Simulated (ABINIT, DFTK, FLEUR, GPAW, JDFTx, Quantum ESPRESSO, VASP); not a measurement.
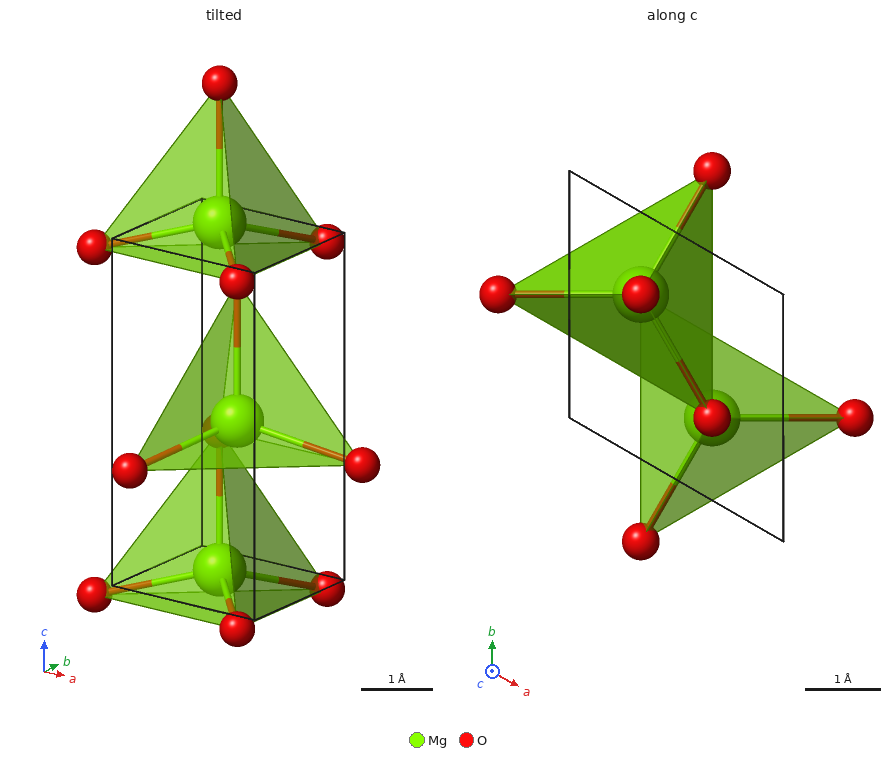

MgO, wurtzite, space group P6₃mc (No. 186), a = 3.308 Å, b = 3.308 Å, c = 4.983 Å, α = 90.00°, β = 90.00°, γ = 120.00°. This polyhedral model is shown slightly off an axis and along the c axis. The edges of the conventional unit cell are marked. Some atoms of the next cells are drawn as well. The cell is a structure listed in the Materials Project. Other forms of this composition are known.

One fixed geometry in seven programs or potential sets. Alike in all runs: functional PBE; k mesh 9 × 9 × 6 on the run's cell of 4 atoms; occupations fermi-dirac, width 0.05 eV; no spin polarisation; no spin-orbit coupling. A dash marks a pressure that wasn't computed or isn't reliable.

| program | gap (eV) | pressure (GPa) |
| --- | --- | --- |
| GPAW (PAW data 1.2.1) | 3.50 | 3.5 |
| FLEUR (all-electron) | 3.47 | - |
| DFTK (PseudoDojo 0.4.1 standard) | 3.49 | 3.2 |
| Quantum ESPRESSO (SSSP 1.3 efficiency) | 3.47 | 3.1 |
| ABINIT (JTH PAW PBE v2.0) | ? | ? |
| JDFTx (PseudoDojo 0.5 standard) | 3.49 | 3.2 |
| VASP (PBE potentials, release 64 Mg, O) | 3.46 | 3.0 |

Question: Estimate the row of ABINIT (JTH PAW PBE v2.0).

Answer: A gap of 3.47 eV and a pressure of 3.4 GPa. The other rows span 3.46 to 3.50 eV and 3.0 to 3.5 GPa.

Question: Is this cell larger or smaller than the equilibrium cell of this functional?

Answer: Smaller: all pressures given are positive (3.0 to 3.5 GPa), so its volume would grow.

Gaps are the least found on the k-mesh; a mesh with odd divisions misses some points on the zone boundary, so where the band edges lie there the true gap is smaller. Plane-wave pressures hold the error of each finite cutoff.
